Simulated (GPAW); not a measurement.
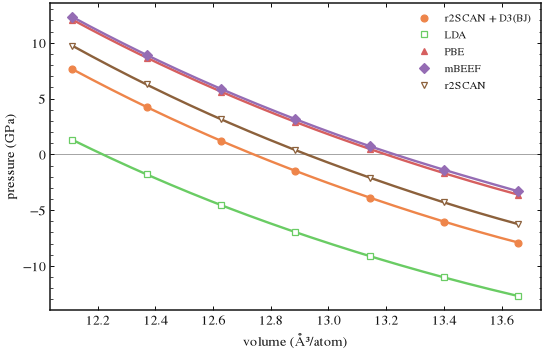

Pressure against volume, with one curve for each functional, for Cu₂O (space group Pn-3m).

Settings that differ: r2SCAN + D3(BJ): potentials GPAW-PAW-data-sets-(gpaw-data-1.2.1); LDA: potentials GPAW-PAW-data-sets-(gpaw-data-1.2.1); PBE: potentials JTH-PAW-2.0; mBEEF: potentials GPAW-PAW-data-sets-(gpaw-data-1.2.1); r2SCAN: potentials GPAW-PAW-data-sets-(gpaw-data-1.2.1).

The fitted equilibrium volumes, smallest first, are LDA 12.281, r2SCAN + D3(BJ) 12.814, r2SCAN 12.999, PBE 13.257, mBEEF 13.329 Å³/atom. The fitted bulk moduli, smallest first, are mBEEF 106.5, PBE 113.8, r2SCAN 127.1, r2SCAN + D3(BJ) 131.9, LDA 145.3 GPa. For r2SCAN + D3(BJ), the pressure falls from 7.64 GPa at volume 12.11 Å³/atom to −7.90 GPa at 13.66 Å³/atom, and changes sign near 12.74 Å³/atom. For LDA, the pressure falls from 1.31 GPa at volume 12.11 Å³/atom to −12.69 GPa at 13.66 Å³/atom, and changes sign near 12.22 Å³/atom. For PBE, the pressure falls from 12.08 GPa at volume 12.11 Å³/atom to −3.61 GPa at 13.66 Å³/atom, and changes sign near 13.20 Å³/atom.

Method: PAW DFT in plane waves, on a grid or in atomic orbitals, no spin polarisation; energies at scaled volumes of the given cell, shape and fractions fixed, counted from the fit's minimum, third-order Birch-Murnaghan fit (GPAW 26.7.0). All runs: no spin polarisation.

- k mesh: 5×5×5
- occupations: Fermi–Dirac
- smearing width: 0.05 eV
- wave cutoff: 800 eV

Caveats: the fit and the printed pressures don't fully agree, or the minimum lies near the end of the range (r2SCAN + D3(BJ), mBEEF, r2SCAN); outside data set cut short (PBE).
